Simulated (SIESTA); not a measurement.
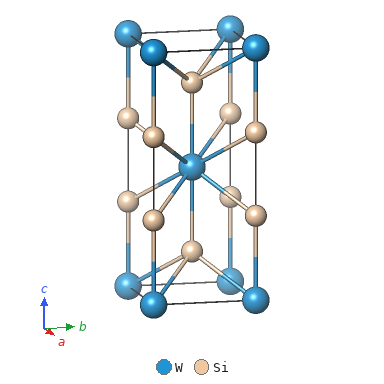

System: Si₂W, space group I4/mmm (No. 139). The picture shows the conventional cell.

The given structure:
```cif
data_structure
_symmetry_space_group_name_H-M 'P 1'
_symmetry_Int_Tables_number 1
_cell_length_a 4.5267
_cell_length_b 4.5267
_cell_length_c 4.5267
_cell_angle_alpha 138.415
_cell_angle_beta 138.415
_cell_angle_gamma 60.268
_cell_volume 40.44
loop_
_atom_site_label
_atom_site_type_symbol
_atom_site_fract_x
_atom_site_fract_y
_atom_site_fract_z
_atom_site_occupancy
W1 W 0.00000 0.00000 0.00000 1
Si1 Si 0.66530 0.66530 0.00000 1
Si2 Si 0.33470 0.33470 0.00000 1
```

Method: DFT in numerical atomic orbitals with pseudopotentials, no spin polarisation; energies at scaled volumes of the given cell, shape and fractions fixed, counted from the fit's minimum, third-order Birch-Murnaghan fit (SIESTA 5.4.2). Level: LDA.

k mesh 12×12×12; occupations Fermi–Dirac; smearing width 0.05 eV; potentials PseudoDojo 0.4 standard, converted to PSML, two zetas on semicore shells; program settings basis DZP, mesh cutoff 800 Ry.

What does the calculation give for the energy against volume? The volume takes the values 12.67, 12.94, 13.21, 13.48, 13.75, 14.02, 14.29 Å³/atom.

A third-order Birch–Murnaghan fit gives V0 = 13.18 Å³/atom, B0 = 236 GPa and B′ = 4.4. The energy is 15.59 meV/atom at volume 12.67 Å³/atom and 59.33 meV/atom at 14.29 Å³/atom; the lowest computed point is at volume 13.21 Å³/atom (0.05 meV/atom), and no other minimum shows.

```
volume (Å³/atom)  energy (meV/atom)
           12.67              15.59
           12.94               3.33
           13.21               0.05
           13.48               4.80
           13.75              16.74
           14.02              35.14
           14.29              59.33
```

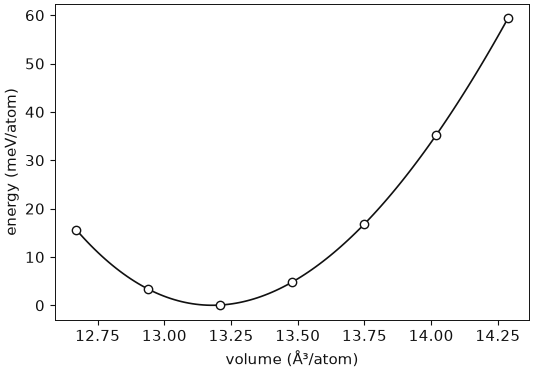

Limits of the calculation: mulliken charges of long orbitals; short basis over semicore shells; shape and atomic fractions are frozen while scaling, which makes layered, chain and framework solids too stiff.
